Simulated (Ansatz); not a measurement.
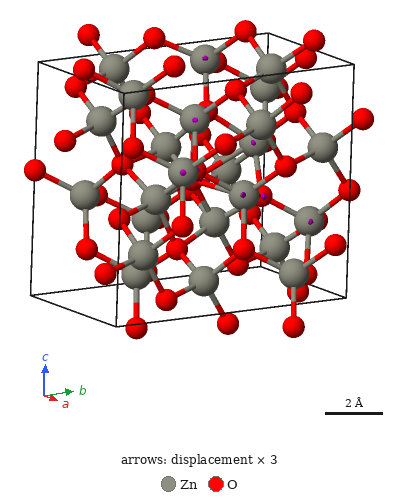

A relaxation of a defect cell of composition Zn24O25 (cell charge −1). The starting structure is drawn; purple arrows show the displacements, 3 times their true length.

A ball-and-stick model of the cell of the calculation (origin shifted), seen slightly off an axis.

Case: O interstitial, charge -1, atoms relaxed at the host's cell.

Level of theory: DFT PBE, scalar-relativistic, plane waves, PAW in Ansatz 0.2.0. Settings: plane-wave cutoff 420 eV; k-point mesh 2 × 2 × 2; occupations gaussian; smearing width 0.01 eV; mesh shifted by (0.5, 0.5, 0.5); collinear spin; atoms relaxed in a fixed cell; force threshold 0.025 eV/Å; at most 45 steps.

Which element moves most?

Oxygen: up to 0.22 Å, against 0.06 Å for zinc.

Describe the change and its energy.

The largest move is that of an O atom, 0.22 Å along [1 1 1]. By element the largest moves are O 0.22 Å, Zn 0.06 Å. The cell doesn't change. Among the contacts that change: O–Zn 2.649 → 2.449 Å, O–Zn 1.936 → 1.986 Å, O–Zn 1.968 → 1.998 Å, O–Zn 2.100 → 2.130 Å. Bond angles that change, for instance: O–Zn–O 123.7° → 130.3°, Zn–O–Zn 108.9° → 103.0°, O–Zn–O 179.0° → 174.0°. The energy falls by 0.113 eV per cell of the calculation in 4 geometry steps. Largest force component: 0.38 eV/Å at the start, 0.01 eV/Å at the end. The run took 5 min on 4 threads of Arm Neoverse V1 (shared host), peak memory 3.1 GiB.

Limits of the set-up: the periodic images lie only 8.4 Å apart, so the values are limited by the cell's size; the cell is charged, on a uniform background, and energies carry no finite-size correction.
